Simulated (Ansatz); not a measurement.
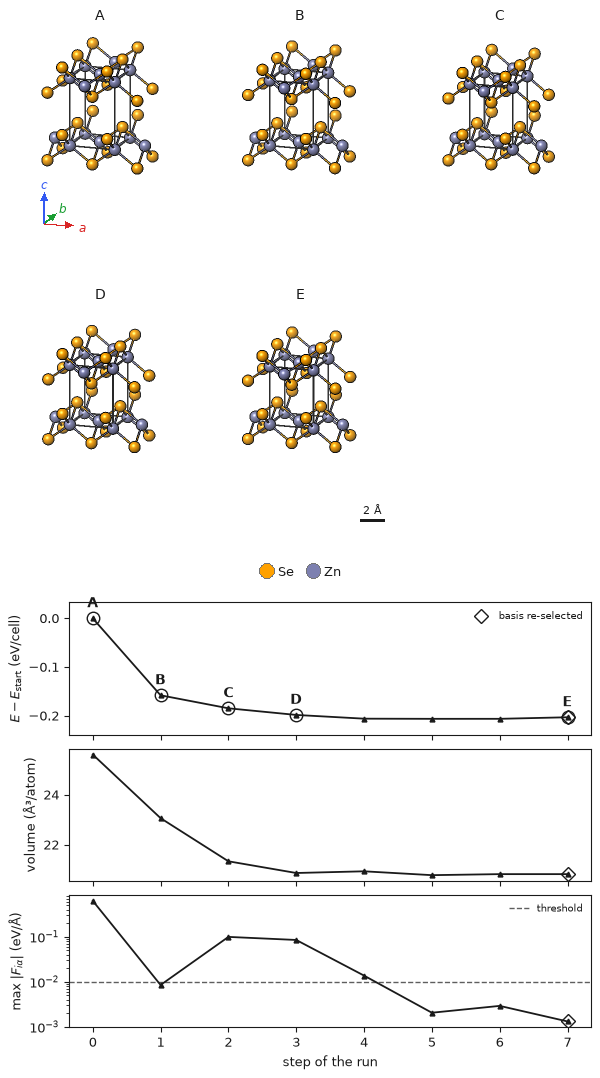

Frames of a relaxation of a crystal of ZnSe (set up in P4/nmm), marked on the history of the run. Style: ball-and-stick. Shown: the cell of the calculation, slightly off an axis.

The run lets cell and atoms move.

Level of theory: Kohn-Sham DFT of a periodic cell, LDA, Ansatz PAW (Ansatz).

Input file:
```yaml
crystal:
  lattice:
    - [4.107702, 0.0, 0.0]
    - [0.0, 4.107702, 0.0]
    - [0.0, 0.0, 6.07035]
  atoms:
    - { symbol: Se, position: [0.5, 0.0, 0.75372] }
    - { symbol: Se, position: [0.0, 0.5, 0.24628] }
    - { symbol: Zn, position: [0.5, 0.5, 0.0] }
    - { symbol: Zn, position: [0.0, 0.0, 0.0] }
hamiltonian:
  xc: lda
  pseudopotentials: { kind: paw }
kpoints:
  mp_grid: { grid: [5, 5, 4] }
scf:
  occupations: { method: fermi_dirac, width: 0.05 }
output:
  forces: true
  stress: true
  eigenvalues: true
relax:
  f_tol: 0.01
  max_steps: 40
  cell: { stress_tol: 0.05 }
```

Run as
```bash
ansatz run input.yaml --threads 2 --pin off --max-ram 5632MiB --backend cpu --events-out ev --progress --plain --runs-dir out
```

Question: What happens along the run?

Answer: The largest moves relative to the cell, 0.18 Å, are those of Se atoms. Zn stays in place. The volume changes by −18.7 %, with a = b 4.108 → 3.990 Å (−2.9 %), c 6.070 → 5.232 Å (−13.8 %). Among the contacts that change: Se–Zn 2.540 → 2.476 Å. The space group stays P4/nmm (No. 129). After 6 accepted moves (7 points after the start) the energy has fallen by 0.203 eV per cell of the calculation. Largest force component: 0.63 eV/Å at the start, 0.0013 eV/Å at the end. Pressure: −4.68 GPa at the start and −0.02 GPa at the end. The SCF was repeated once at an unchanged geometry on a basis and grid sized afresh for the cell, which shifted the energy by 3.2 meV per cell of the calculation at most. Cost: 16 s on 2 threads of Arm Neoverse V2 (shared host), peak memory 0.4 GiB. From step 0 to 1: Se atoms move most (0.04 Å), volume −9.9 %, energy −0.158 eV per cell of the calculation. From step 1 to 2: Se atoms move most (0.08 Å), volume −7.5 %, energy −26.7 meV per cell of the calculation. From step 2 to 3: Se atoms move most (0.04 Å), volume −2.2 %, energy −13.6 meV per cell of the calculation. From step 3 to 7: Se atoms move most (0.02 Å), volume −0.2 %, energy −4.8 meV per cell of the calculation.

```
step  E − E(0), meV/atom  largest force component, eV/Å  pressure, GPa  volume, Å³/atom                      note
   0                0.00                         0.6309          -4.68           25.607                          
   1              -39.50                         0.0085          -0.81           23.063                          
   2              -46.18                         0.0997           0.92           21.338                          
   3              -49.58                         0.0852           0.91           20.870                          
   4              -51.50                         0.0138          -0.19           20.938                          
   5              -51.58                         0.0021           0.05           20.783                          
   6              -51.58                         0.0029           0.00           20.825                          
   7              -50.78                         0.0013          -0.02           20.825  same geometry, new basis
```

Limits of the set-up: layers or molecules are held without a dispersion correction, so their spacing is unreliable.
